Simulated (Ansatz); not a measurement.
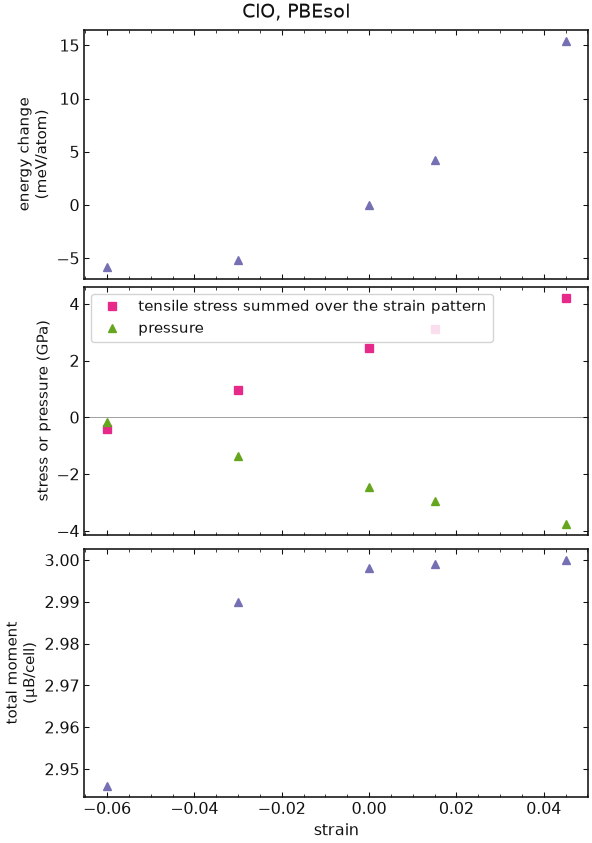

How it was computed, with Ansatz 0.2.0: homogeneous strain of a crystal along one Voigt pattern with engineering shear, fractional coordinates fixed, by plane-wave density functional theory with PAW datasets, free energies less that of the undisturbed cell, pressure positive in compression; scalar-relativistic. Level: PBEsol, collinear spin.

- wave cutoff: 420 eV
- k mesh: 16×16×16
- occupations: Gaussian
- smearing width: 0.15 eV
- k shift: (0, 0, 0) (mesh steps)
- start: as given
- strain pattern: (1, 0, 0, 0, 0, 0) (xx yy zz yz xz xy with engineering shear)

Starting cell:
```xyz
2
Lattice="3.1852 0.0000 0.0000 0.0000 3.1852 0.0000 0.0000 0.0000 3.1852" Properties=species:S:1:pos:R:3 pbc="T T T"
Cl    0.0000    0.0000    0.0000
O     1.5926    1.5926    1.5926
```

Caption: Energy change, tensile stress summed over the strain pattern, pressure and total moment against strain for ClO, space group Pm-3m (No. 221).

The energy falls towards negative values, so the start isn't a stationary minimum along this path. The energy change rises from −5.85 meV/atom at strain −0.060 to 15.37 meV/atom at 0.045. The tensile stress summed over the strain pattern rises from −0.403 GPa at strain −0.060 to 4.216 GPa at 0.045, and changes sign near −0.051. The pressure falls from −0.178 GPa at strain −0.060 to −3.742 GPa at 0.045. The total moment rises from 2.946 μB/cell at strain −0.060 to 3.000 μB/cell at 0.045.

Note: reference crystal is not relaxed; state may not be the lowest.
